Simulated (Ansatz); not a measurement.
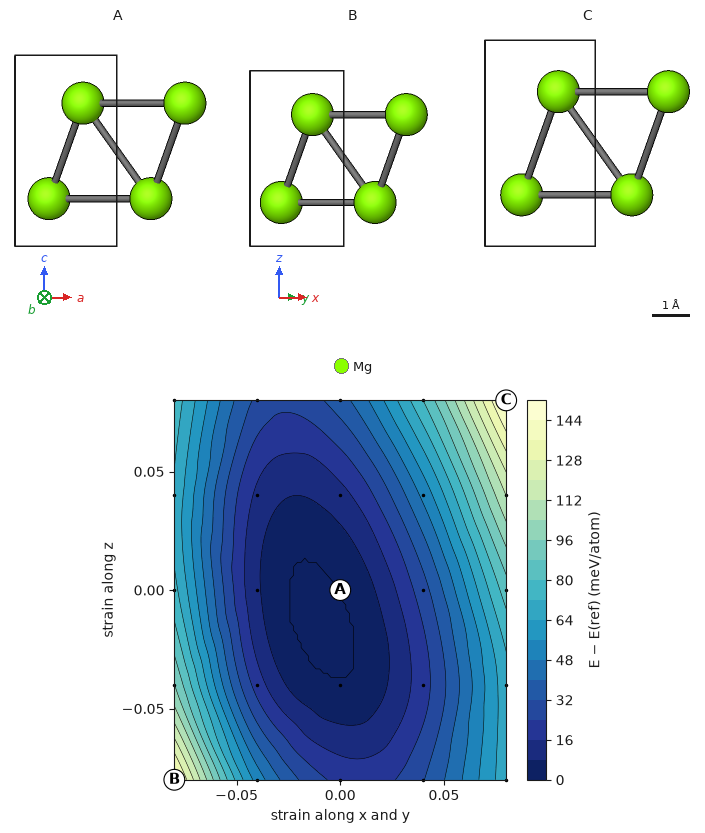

Energy scan for solid Mg (P6_3/mmc), in which the cell is strained equally along x and y and separately along z, with the atoms kept at their fractional coordinates. x, y and z are the Cartesian axes of the input. The map is interpolated between the computed points (dots). The lettered frames are marked on it. A ball-and-stick model of the cell of the calculation, repeated 2 × 2 × 1 with one cell outlined, seen along the b axis.

The calculation used DFT PBEsol, scalar-relativistic, plane waves, PAW (Ansatz). Set-up: plane-wave cutoff 420 eV; k-point mesh 18 × 18 × 10; occupations gaussian; smearing width 0.15 eV; no spin polarisation. Energies (free energies at the smearing named) are counted from the cell as listed in its source, which wasn't relaxed.

Where is the lowest point of the map, and what else does it tell?

Answer. In pairs of (strain along x and y; strain along z): the lowest computed point lies at (0.000, 0.000) (0.0 meV/atom), the highest at (0.080, 0.080) (148.3 meV/atom). The valley is tilted: raising the in-plane strain is made harder by raising the strain along z (cross term 0.36 of the geometric mean of the two curvatures). Over the ranges scanned the energy rises more along the first axis, the in-plane strain. The pressure runs from −5.7 GPa at (0.080, 0.080) to 12.5 GPa at (−0.080, −0.080). The frames lie at A (0.000, 0.000): 0.0 meV/atom, B (−0.080, −0.080): 142.0 meV/atom, C (0.080, 0.080): 148.3 meV/atom.

The computed points:

Rows: strain along x and y; columns: strain along z; values in meV/atom.

|  | −0.080 | −0.040 | 0.000 | 0.040 | 0.080 |
| --- | --- | --- | --- | --- | --- |
| −0.080 | 142.0 | 96.3 | 74.7 | 70.2 | 76.7 |
| −0.040 | 52.9 | 20.5 | 9.4 | 14.3 | 30.3 |
| 0.000 | 21.9 | 0.6 | 0.0 | 13.2 | 36.6 |
| 0.040 | 31.6 | 20.8 | 28.8 | 50.2 | 80.1 |
| 0.080 | 68.9 | 68.9 | 84.2 | 112.2 | 148.3 |
